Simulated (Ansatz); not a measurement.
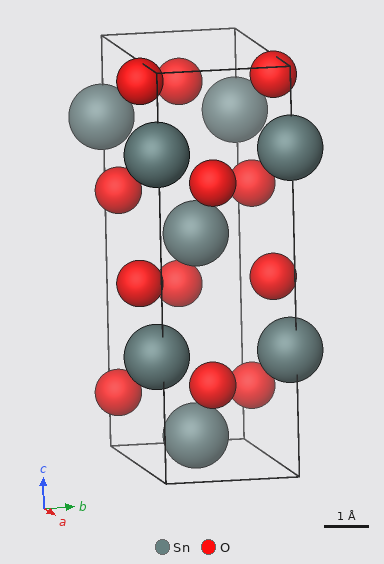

The figure gives a spheres-only picture of the atoms, viewed slightly off an axis. The lines enclose the conventional unit cell; boundary atoms appear with their images.

SnO2, space group Pm (No. 6), a = 4.76 Å, b = 3.20 Å, c = 9.55 Å, α = 90.00°, β = 94.76°, γ = 90.00°.

Results below were computed with DFT r2SCAN, scalar-relativistic, plane waves, PAW in Ansatz; the settings were a plane-wave cutoff of 500 eV, k-points about 0.25 Å⁻¹ apart, Gaussian smearing of 0.05 eV, no spin polarisation.

> Is it conducting or gapped at this level?

A semiconductor at this level, with a gap of 0.24 eV on the k-mesh (the true edges may lie between mesh points, so the gap can be somewhat smaller).

> What is the computed pressure?

The computed pressure is 9.9 GPa (compressed: it would expand). The stress isn't hydrostatic: its largest component is 27.3 GPa.

Starting structure: a structure listed in the Materials Project. The cell was then strained or its atoms displaced on purpose. It was the input of a calculation with Ansatz.

At this level of theory the run's own cell isn't at rest (compressed, at 10 GPa and forces up to 21.0 eV/Å), so its distances can differ from those at equilibrium, the more so the softer the solid.
